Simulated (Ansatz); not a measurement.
**What a change does: single-point calculation on Mo**

System: Mo (P1, 8 atoms in the cell).
Method of run 1: DFT with PBE, PAW plane waves, Ueff = 2.44 eV on Mo d, spin-polarised (Ansatz 0.2.0).

The structure is a deliberately distorted cell. Text and figures count atoms from 1; the logs count them from 0 in places.

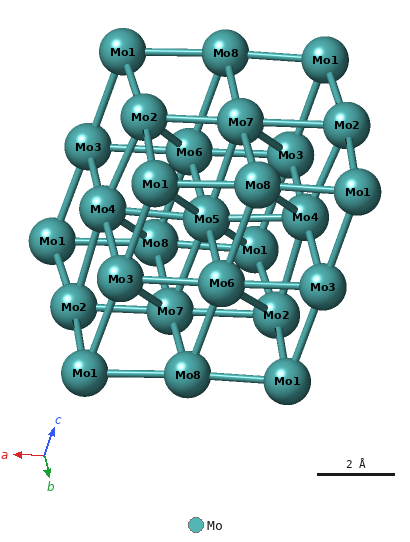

Fig. 1: The input geometry (ball-and-stick view of the cell of the calculation, set on other vectors, seen at an oblique angle; atoms are numbered from 1 in the order of the input).

**Input, run 1**
```yaml
crystal:
  lattice:
    - [-3.217628, 3.13956, 3.163872]
    - [3.187331, -3.150675, 3.14469]
    - [3.162047, 3.095094, -3.174986]
  atoms:
    - { symbol: Mo, position: [0.994363, 0.993585, 0.001032] }
    - { symbol: Mo, position: [0.029725, 0.014732, 0.510114] }
    - { symbol: Mo, position: [0.007983, 0.487865, 0.987424] }
    - { symbol: Mo, position: [0.985485, 0.49965, 0.488203] }
    - { symbol: Mo, position: [0.514687, 0.989007, 0.000532] }
    - { symbol: Mo, position: [0.4993, 0.992286, 0.50413] }
    - { symbol: Mo, position: [0.502782, 0.492064, 0.993137] }
    - { symbol: Mo, position: [0.500864, 0.50793, 0.497638] }
kpoints:
  mp_grid: { grid: [4, 4, 4], shift: [0.5, 0.5, 0.0] }
magnetization:
  spin_polarized: true
scf:
  occupations: { method: gaussian, width: 0.0437 }
hamiltonian:
  pseudopotentials: { kind: paw }
  xc: pbe
  hubbard: { projectors: atomic, sites: [{ species: Mo, l: d, u_eff: 2.44 }] }
basis:
  ecutwfc: 420
output:
  forces: true
  stress: true
  eigenvalues: true
```

Command:
```bash
ansatz run input.yaml --threads 1 --pin off --max-ram 2560MiB --backend cpu --events-out ev --progress --plain --runs-dir out
```

Hardware: 1 thread of an x86-64 CPU, shared host.

**Output, shortened to warnings, some set-up lines, iterations and results (run 1)**
```
Basis set: ecut = 420 eV, 2441 PW (Γ), exchange–correlation on 80×80×80 points (8 copies of the dense FFT grid, shifted against one another)
Symmetry: 1 space group operations
k-points: 32 of 64 (time reversal used)
Initial density: superposition of atomic densities (chi_scale 0.1, normalization cell)
[...]
SCF iter   1: F=—  HF=-39628.240316 eV  |F-HF|=—  |Δ(HF+E_count)|=         —  Δρ=5.27e-2 (↑5.27e-2 ↓5.27e-2)  dr2=1.37e1  dr2_m=0.00e0  M=0.000 μB ∫|m|=0.000 μB  β_m=0.30  …
SCF iter   2: F=—  HF=-39625.787717 eV  |F-HF|=—  |Δ(HF+E_count)|=    2.45e0  Δρ=3.83e-2 (↑3.83e-2 ↓3.83e-2)  dr2=7.04e0  dr2_m=0.00e0  M=0.000 μB ∫|m|=0.000 μB  β_m=0.65  …
SCF iter   3: F=—  HF=-39613.640158 eV  |F-HF|=—  |Δ(HF+E_count)|=    1.21e1  Δρ=6.04e-2 (↑6.04e-2 ↓5.28e-2)  dr2=2.49e-1  dr2_m=3.61e0  M=11.013 μB ∫|m|=11.013 μB  …
SCF iter   4: F=—  HF=-39621.507299 eV  |F-HF|=—  |Δ(HF+E_count)|=         —  Δρ=4.65e-2 (↑4.51e-2 ↓4.65e-2)  dr2=4.76e-2  dr2_m=2.38e0  M=2.095 μB ∫|m|=2.095 μB  β_m=0.65  …
SCF iter   5: F=—  HF=-39625.945120 eV  |F-HF|=—  |Δ(HF+E_count)|=    4.44e0  Δρ=2.23e-2 (↑2.11e-2 ↓2.23e-2)  dr2=1.42e-2  dr2_m=5.33e-1  M=0.952 μB ∫|m|=0.952 μB  β_m=0.82  …
[... 9 lines ...]
SCF iter   1: F=—  HF=-39626.874787 eV  |F-HF|=—  |Δ(HF+E_count)|=         —  Δρ=1.14e-6 (↑1.14e-6 ↓1.14e-6)  dr2=9.91e-9  dr2_m=0.00e0  M=0.000 μB ∫|m|=0.000 μB  …
SCF iter   2: F=—  HF=-39626.874795 eV  |F-HF|=—  |Δ(HF+E_count)|=   8.27e-6  Δρ=7.85e-5 (↑7.85e-5 ↓6.85e-5)  dr2=7.44e-5  dr2_m=7.10e-7  M=0.000 μB ∫|m|=0.034 μB  …
SCF iter   3: F=—  HF=-39626.874783 eV  |F-HF|=—  |Δ(HF+E_count)|=   1.18e-5  Δρ=2.28e-5 (↑2.24e-5 ↓2.28e-5)  dr2=1.95e-6  dr2_m=4.01e-7  M=0.000 μB ∫|m|=0.029 μB  …
SCF iter   4: F=—  HF=-39626.874787 eV  |F-HF|=—  |Δ(HF+E_count)|=   3.51e-6  Δρ=1.94e-6 (↑1.56e-6 ↓1.94e-6)  dr2=3.52e-8  dr2_m=6.82e-10  M=0.000 μB ∫|m|=0.001 μB  …
SCF iter   5: F=-39626.874787 eV  HF=-39626.874787 eV  |F-HF|=4.37e-11  |Δ(HF+E_count)|=  2.91e-11  Δρ=1.43e-7 (↑1.43e-7 ↓1.20e-7)  dr2=6.34e-11  dr2_m=9.64e-12  M=-0.000 μB …
an SCF along what the orbitals of the run's state read of its open shells (or to have them read: on a GPU, or by another smearing), with the run's symmetry operations kept, reached no lower state that the run goes on to. This is no proof of a minimum
SCF converged after 13 iterations
Magnetization: 0.0000 μB (56.0000 up, 56.0000 down)
Absolute magnetization: 0.0000 μB (∫|ρ↑−ρ↓|)
Spin contamination: 0.0000 ħ² per cell (⟨S²⟩ above its minimum at these occupations)
Per-site moments (μB) at R_I (Å): [(0.0, 1.0838682832381423), (0.0, 1.0640397538680173), (0.0, 1.105107402749549), (0.0, 1.0938718445734106), (0.0, 1.0838682832381423), (0.0, 1.0875544101773635), (0.0, 1.0640397538680173), (0.0, 1.0904668424992507)]
Free energy (F): -39626.874787 eV
Harris-Foulkes:  -39626.874787 eV  (|F-HF|=7.52e-9)
Internal energy: -39626.870203 eV  (E = F + TS)
E sigma→0 (E₀):  -39626.872495 eV
Entropy (-TS):   -0.004584 eV (-0.573 meV/atom)
Fermi energy:    20.827101 eV
--- Per-component energies (eV) ---
  E_band       = -452.667530
  E_kinetic    = 3534.034192
  E_local      = -6299.346551  (includes V_loc(G=0)·N_el)
  E_nonlocal   = 1144.321587
  E_hartree    = 2090.418620
  E_xc         = -1469.872469
  E_vxc        = -1834.728122  (∫ρ·V_xc dr)
  E_hubbard    = 20.867082  (on-site DFT+U / exact-exchange correction)
  E_vhub       = -24.635222  (the Hubbard potential's part of the band-sum identity)
  E_paw        = -25611.258986  (= ΣΔE_a)
  E_vpaw       = -1153.150960  (= ΣTr[D̂ρ^β])
  E_aug_tail   = 0.000344  (compensation charges beyond the density's cutoff)
  E_ewald      = -13036.034022
  E_smearing   = -0.004584  (= −TS)
  E_closure    = 0.000000  (closes the sum)
  Σ components = -39626.874787   (vs F -39626.874787, Δ=0.00e0)
--- Forces (eV/Å), atoms counted from 1 ---
  atom   1  Mo    -0.35780506     0.38594467     0.69078456
  atom   2  Mo    -0.32761156    -0.69107260    -1.25040846
  atom   3  Mo     0.87743747    -0.31128275    -0.07311112
  atom   4  Mo    -0.23290684     1.14464536     0.12098019
  atom   5  Mo     0.90310190    -0.62750749    -0.23484818
  atom   6  Mo    -0.53237033    -0.39587752     0.88794152
  atom   7  Mo     0.46328582    -0.01681894    -0.05932532
  atom   8  Mo    -0.79313250     0.51197220    -0.08201436
  max |Σ_I F_I| component: 2.93e-6 eV/Å
--- Stress (GPa, compression-positive) ---
       -4.324310       4.376365       0.910587
        4.376366       1.395366       0.961228
        0.910587       0.961228      -0.879750
  P = ⅓ Tr σ = -1.2696 GPa (-12.696 kbar)
Occupation matrices written to [file]
```

For run 2 the input was changed thus:
```diff
+  n_extra_bands: 32
-  pseudopotentials: { kind: paw }
+  pseudopotentials: { kind: nc }
```

How does run 2 compare with run 1?

The total energies belong to different models, so their difference says nothing on which is more stable or more accurate. The pressure goes from −1.27 to −1.90 GPa. The largest force goes from 1.466 to 1.612 eV/Å.

**Output, shortened to warnings, some set-up lines, iterations and results (run 2)**
```
Warning: basis.ecutwfc = 420 eV is below the records' recommended 1088.45545 eV, and the density's cutoff is lower with it unless basis.ecutrho_ratio is high enough to keep the records' density cutoff: compare with a run at a higher cutoff
Basis set: ecut = 420 eV, 2441 PW (Γ), exchange–correlation on 80×80×80 points (8 copies of the dense FFT grid, shifted against one another)
Symmetry: 1 space group operations
k-points: 32 of 64 (time reversal used)
Initial density: superposition of atomic densities (chi_scale 0.1, normalization cell)
[...]
SCF iter   1: F=—  HF=-15226.189137 eV  |F-HF|=—  |Δ(HF+E_count)|=         —  Δρ=7.31e-2 (↑7.31e-2 ↓7.31e-2)  dr2=1.92e1  dr2_m=0.00e0  M=0.000 μB ∫|m|=0.000 μB  β_m=0.30  …
SCF iter   2: F=—  HF=-15222.349928 eV  |F-HF|=—  |Δ(HF+E_count)|=    3.84e0  Δρ=4.94e-2 (↑4.94e-2 ↓4.94e-2)  dr2=8.77e0  dr2_m=0.00e0  M=0.000 μB ∫|m|=0.000 μB  β_m=0.61  …
SCF iter   3: F=—  HF=-15209.610692 eV  |F-HF|=—  |Δ(HF+E_count)|=    1.27e1  Δρ=6.21e-2 (↑6.21e-2 ↓5.33e-2)  dr2=2.67e-1  dr2_m=3.74e0  M=11.102 μB ∫|m|=11.102 μB  …
SCF iter   4: F=—  HF=-15217.509288 eV  |F-HF|=—  |Δ(HF+E_count)|=         —  Δρ=4.73e-2 (↑4.53e-2 ↓4.73e-2)  dr2=5.00e-2  dr2_m=2.42e0  M=2.154 μB ∫|m|=2.155 μB  β_m=0.61  …
SCF iter   5: F=—  HF=-15221.837759 eV  |F-HF|=—  |Δ(HF+E_count)|=    4.33e0  Δρ=2.47e-2 (↑2.32e-2 ↓2.47e-2)  dr2=1.66e-2  dr2_m=6.45e-1  M=1.000 μB ∫|m|=1.001 μB  β_m=0.81  …
SCF iter   6: F=—  HF=-15222.941687 eV  |F-HF|=—  |Δ(HF+E_count)|=    1.10e0  Δρ=2.86e-3 (↑1.90e-3 ↓2.86e-3)  dr2=1.83e-2  dr2_m=2.76e-3  M=0.119 μB ∫|m|=0.139 μB  β_m=0.89  …
SCF iter   7: F=—  HF=-15222.949041 eV  |F-HF|=—  |Δ(HF+E_count)|=   7.35e-3  Δρ=1.47e-3 (↑1.23e-3 ↓1.47e-3)  dr2=1.24e-2  dr2_m=4.90e-4  M=0.057 μB ∫|m|=0.069 μB  β_m=0.87  …
SCF iter   8: F=—  HF=-15222.949093 eV  |F-HF|=—  |Δ(HF+E_count)|=         —  Δρ=3.68e-4 (↑3.68e-4 ↓3.68e-4)  dr2=9.58e-4  dr2_m=0.00e0  M=0.000 μB ∫|m|=0.000 μB  β_m=0.87  …
SCF iter   9: F=—  HF=-15222.949187 eV  |F-HF|=—  |Δ(HF+E_count)|=   9.43e-5  Δρ=4.36e-4 (↑4.36e-4 ↓4.36e-4)  dr2=1.69e-3  dr2_m=0.00e0  M=0.000 μB ∫|m|=0.000 μB  β_m=0.87  …
SCF iter  10: F=—  HF=-15222.949035 eV  |F-HF|=—  |Δ(HF+E_count)|=   1.52e-4  Δρ=7.92e-5 (↑7.92e-5 ↓7.92e-5)  dr2=3.72e-5  dr2_m=0.00e0  M=0.000 μB ∫|m|=0.000 μB  β_m=0.93  …
SCF iter  11: F=—  HF=-15222.949026 eV  |F-HF|=—  |Δ(HF+E_count)|=   8.90e-6  Δρ=4.10e-5 (↑4.10e-5 ↓4.10e-5)  dr2=1.79e-5  dr2_m=0.00e0  M=0.000 μB ∫|m|=0.000 μB  β_m=0.74  …
SCF iter  12: F=-15222.949024 eV  HF=-15222.949024 eV  |F-HF|=1.65e-9  |Δ(HF+E_count)|=   1.72e-6  Δρ=4.55e-6 (↑4.55e-6 ↓4.55e-6)  dr2=5.19e-8  dr2_m=0.00e0  M=0.000 μB …
SCF 1 converged in 12 iterations: F = -15222.949024 eV  dr2 = 5.19e-8
SCF converged after 12 iterations
Magnetization: 0.0000 μB (56.0000 up, 56.0000 down)
Absolute magnetization: 0.0000 μB (∫|ρ↑−ρ↓|)
Spin contamination: 0.0000 ħ² per cell (⟨S²⟩ above its minimum at these occupations)
Per-site moments (μB) at R_I (Å): [(0.0, 1.0838682832381423), (0.0, 1.0640397538680173), (0.0, 1.105107402749549), (0.0, 1.0938718445734106), (0.0, 1.0838682832381423), (0.0, 1.0875544101773635), (0.0, 1.0640397538680173), (0.0, 1.0904668424992507)]
Free energy (F): -15222.949024 eV
Harris-Foulkes:  -15222.949024 eV  (|F-HF|=1.65e-9)
Internal energy: -15222.943944 eV  (E = F + TS)
E sigma→0 (E₀):  -15222.946484 eV
Entropy (-TS):   -0.005080 eV (-0.635 meV/atom)
Fermi energy:    21.192077 eV
--- Per-component energies (eV) ---
  E_band       = -405.984283
  E_kinetic    = 4768.880669
  E_local      = -8566.074164  (includes V_loc(G=0)·N_el)
  E_nonlocal   = 1920.517062
  E_hartree    = 1909.311995
  E_xc         = -2240.407401
  E_vxc        = -2323.186426  (∫ρ·V_xc dr)
  E_hubbard    = 20.861917  (on-site DFT+U / exact-exchange correction)
  E_vhub       = -24.740162  (the Hubbard potential's part of the band-sum identity)
  E_ewald      = -13036.034022
  E_smearing   = -0.005080  (= −TS)
  E_closure    = 0.000000  (closes the sum)
  Σ components = -15222.949024   (vs F -15222.949024, Δ=0.00e0)
--- Forces (eV/Å), atoms counted from 1 ---
  atom   1  Mo    -0.41617295     0.44369658     0.77653587
  atom   2  Mo    -0.32897312    -0.78018809    -1.37217698
  atom   3  Mo     0.95677558    -0.33790232    -0.07926468
  atom   4  Mo    -0.25426714     1.24269563     0.13495465
  atom   5  Mo     0.98366512    -0.67972761    -0.27371683
  atom   6  Mo    -0.58262850    -0.46694080     0.95143642
  atom   7  Mo     0.51247843     0.03383478    -0.04194834
  atom   8  Mo    -0.87087712     0.54453454    -0.09580882
  max |Σ_I F_I| component: 1.13e-5 eV/Å
--- Stress (GPa, compression-positive) ---
       -4.679212       4.490136       0.674800
        4.490136       0.708735       0.943746
        0.674800       0.943746      -1.727774
  P = ⅓ Tr σ = -1.8994 GPa (-18.994 kbar)
Occupation matrices written to [file]
```

**The two runs side by side**

| quantity | run 1 | run 2 |
| --- | --- | --- |
| outcome | converged | converged |
| free energy per atom (eV) | −4953.3593 | −1902.8686 |
| energy per atom, smearing taken to zero (eV) | −4953.3591 | −1902.8683 |
| net moment of the cell (μB) | 0.00 | 0.00 |
| absolute moment of the cell (μB) | 0.00 | 0.00 |
| pressure (GPa) | −1.27 | −1.90 |
| largest force (eV/Å) | 1.466 | 1.612 |
| irreducible k-points | 32 | 32 |
| plane waves at Γ | 2441 | 2441 |
| SCF iterations | – | 12 |
| wall time (shared host) | 3 min | 30 s |

For run 1: Warnings: spin is on but no starting moments are given. For run 2: Warnings: the cutoff is below the recommended one; spin is on but no starting moments are given; the state was not tested for a lower one.
